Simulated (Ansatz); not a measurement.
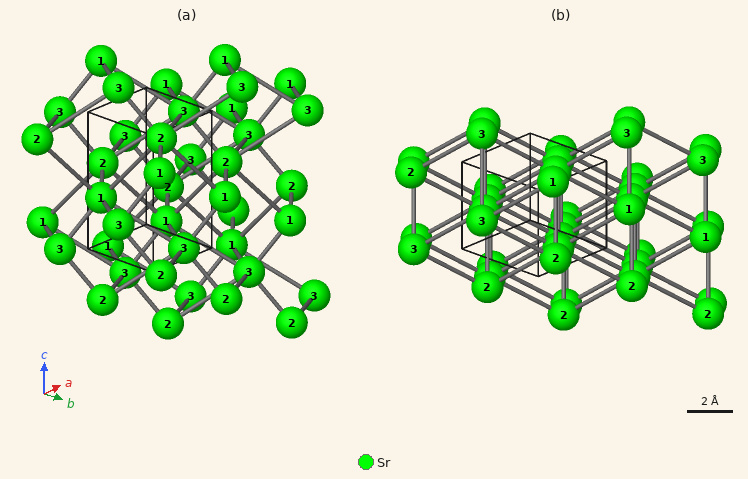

The structure of crystalline Sr (built on the trigonal selenium_152 type) (coarse preliminary run) before (left) and after (right) a relaxation, at one scale.

A ball-and-stick model of the cell of the calculation, repeated 1 × 2 × 1 with one cell outlined, seen from a free direction.

Case: trigonal selenium type (P3_121, No. 152).

Level of theory: Ansatz 0.2.0, DFT PBEsol, scalar-relativistic, plane waves, PAW. (plane-wave cutoff 420 eV; k-point mesh 6 × 6 × 4; occupations gaussian; smearing width 0.1 eV; no spin polarisation; cell and atoms relaxed; force threshold 0.04 eV/Å; at most 70 steps)

Q: Summarise the run.

A: The largest moves relative to the cell, 0.71 Å, are those of Sr1, Sr2 and Sr3. Sr3 goes along [−1 −1 0]. The volume changes by −13.3 %, with a = b 5.625 → 6.569 Å (+16.8 %), c 6.381 → 4.056 Å (−36.4 %). Some distances before and after: Sr1–Sr1 6.381 → 4.056 Å, Sr1–Sr2 3.057 → 4.027 Å, Sr1–Sr2 (another image) 4.426 → 4.026 Å. Among the angles between lasting bonds that change: Sr2–Sr1–Sr3 103.1° → 70.7°, Sr2–Sr1–Sr2 78.9° → 109.3°, Sr2–Sr1–Sr3 99.0° → 70.7°. The space group (tolerance 0.01 Å) goes from P3_121 (No. 152) to R-3m (No. 166). After 11 accepted moves (12 points after the start) the energy has fallen by 1060 meV per atom. Largest force component: 2.3 eV/Å at the start, 0.00068 eV/Å at the end. Pressure: 0.53 GPa at the start and 0.11 GPa at the end. At 1 point the geometry stayed and the basis and grid were re-selected for the new cell (energy shift of 0.5 meV per atom at most each time).
